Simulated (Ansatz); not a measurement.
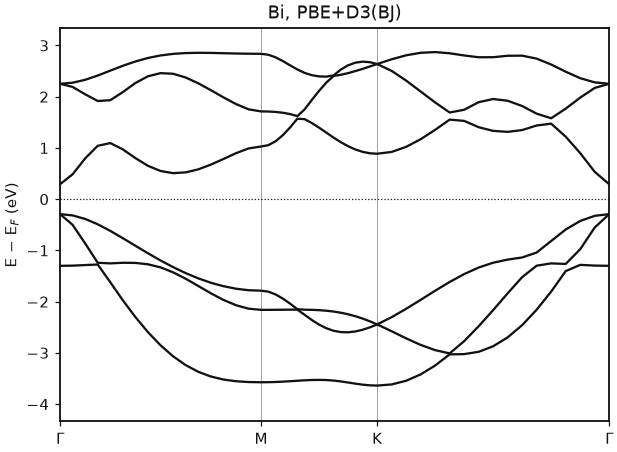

Band structure. Energies are counted from the Fermi level.

Calculation on Bi (slab), 2 atoms in the cell; a = 4.28 Å, b = 4.28 Å, c = 29.28 Å, α = 90.00°, β = 90.00°, γ = 120.00°.

Method: DFT PBE+D3(BJ), scalar-relativistic, plane waves, PAW, no spin polarisation, 9×9×1 k mesh, 420 eV cutoff, Gaussian smearing of 0.02 eV (Ansatz 0.2.0).

Metal, semiconductor or insulator, and what is the gap?

A semiconductor. The gap along this path is 0.58 eV and direct: both edges lie at Γ.

How many bands meet at the valence-band top?

Two bands meet at the valence-band top at Γ: it is doubly degenerate (spin aside).

What are the direct gaps at Γ, M and K?

The direct gaps are 0.58 eV at Γ, 2.81 eV at M and 3.33 eV at K.

Spin-orbit coupling is left out, which matters for Bi.
